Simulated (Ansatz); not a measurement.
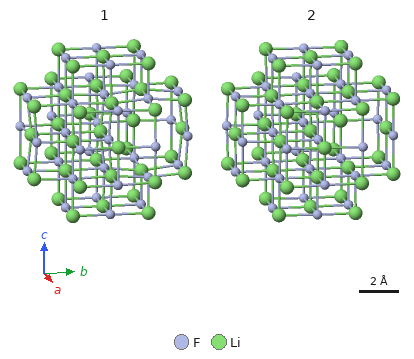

Two geometries of a defect cell of composition F31Li31, drawn at one scale. One is the start of a relaxation, the other its converged end. Style: ball-and-stick. Shown: the atoms within 5.0 Å of the atom that moves most (axes of the cell of the calculation (origin shifted)), slightly off an axis.

The calculation used Ansatz, DFT, PBEsol, PAW, plane waves. Set-up: plane-wave cutoff 420 eV; k-point mesh 1 × 1 × 1; mesh shifted by (0.25, 0.25, 0.25); no spin polarisation; atoms relaxed in a fixed cell; force threshold 0.03 eV/Å; at most 80 steps.

Q: Which of the two is the end point?

A: Structure 1 is the relaxed one. The atom that moves furthest is a Li atom (0.21 Å along [1 −2 0]). By element the largest moves are Li 0.21 Å, F 0.14 Å. The cell stays as it was. Some distances before and after: F–Li 1.984 → 2.193 Å, F–Li 2.002 → 1.794 Å, F–Li 2.013 → 1.832 Å, F–Li 2.015 → 2.194 Å. Bond angles that change, for instance: Li–F–Li 89.4° → 104.1°, Li–F–Li 90.0° → 104.1°, Li–F–Li 88.6° → 102.4°. The energy falls by 1.412 eV per cell of the calculation in 3 geometry steps. The largest force component goes from 1.7 to 0.0042 eV/Å.

Limits of the set-up: the periodic images lie only 8.0 Å apart, so the values are limited by the cell's size.
